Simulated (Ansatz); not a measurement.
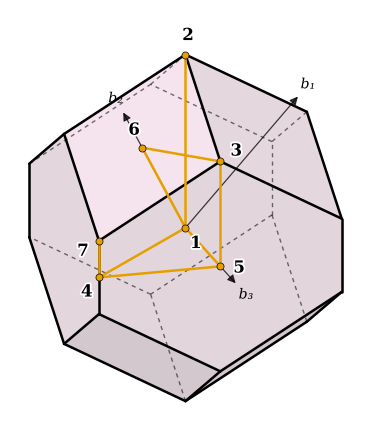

The first Brillouin zone of a body-centred tetragonal lattice (tI; extended symbol tI1) is drawn with its special points numbered. Crystal: Al2Cu, coordinates from a relaxation with Ansatz, DFT PBE, scalar-relativistic, plane waves, PAW. Geometry calculated from the standardised cell; symmetry tolerance 0.002 Å.

a = 6.052 Å, b = 6.052 Å, c = 4.883 Å, α = 90.00°, β = 90.00°, γ = 90.00°.

Labels and path follow the convention of Hinuma et al. (2017), as computed by seekpath; the arrows show the directions of the reciprocal primitive vectors b₁, b₂, b₃, in which coordinates are given.

### Give the label and coordinates of each numbered point.

| no. | label | coordinates |
| --- | --- | --- |
| 1 | Γ | (0, 0, 0) |
| 2 | Z | (0.413, 0.413, −0.413) |
| 3 | P | (1/4, 1/4, 1/4) |
| 4 | M | (−1/2, 1/2, 1/2) |
| 5 | X | (0, 0, 1/2) |
| 6 | N | (0, 1/2, 0) |
| 7 | Z₀ | (−0.413, 0.587, 0.413) |
